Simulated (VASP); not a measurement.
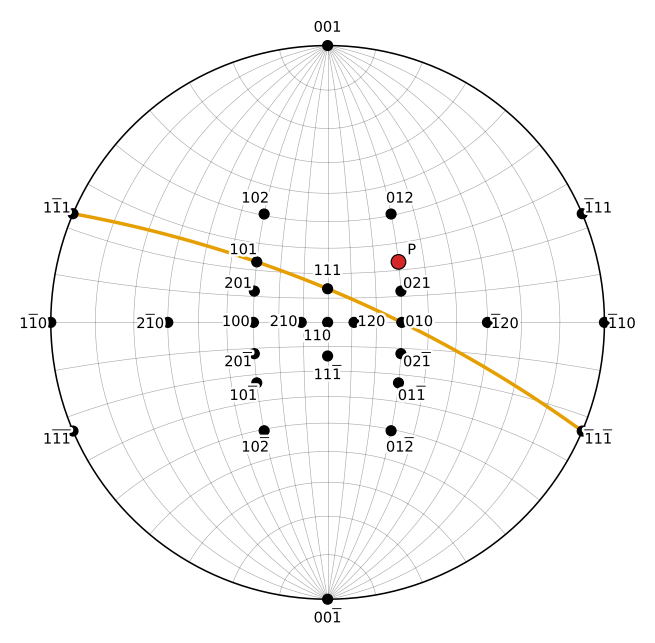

Stereographic projection of plane normals (upper hemisphere) centred on (1 1 0). Crystal: TaN, the geometry relaxed with VASP Kohn-Sham DFT of a periodic cell, PBE with rVV10, VASP PAW PBE potentials, recommended in VASP. Geometry calculated from the standardised cell; symmetry tolerance 0.002 Å.

a = 2.913 Å, b = 2.913 Å, c = 5.909 Å, α = 90.00°, β = 90.00°, γ = 120.00°.

**Index the pole marked P.**

P is (0 1 1), in four indices (0 1 −1 1), 37.2° from the centre.

**Which zone does the coloured great circle trace?**

The zone [1 0 −1]: its poles satisfy h − l = 0.

**What is the angle between the normals of (1 0 1) and (0 1 1), and what are their d_hkl = 1/|g|?**

54.8°; d = 2.320 Å and 2.320 Å.
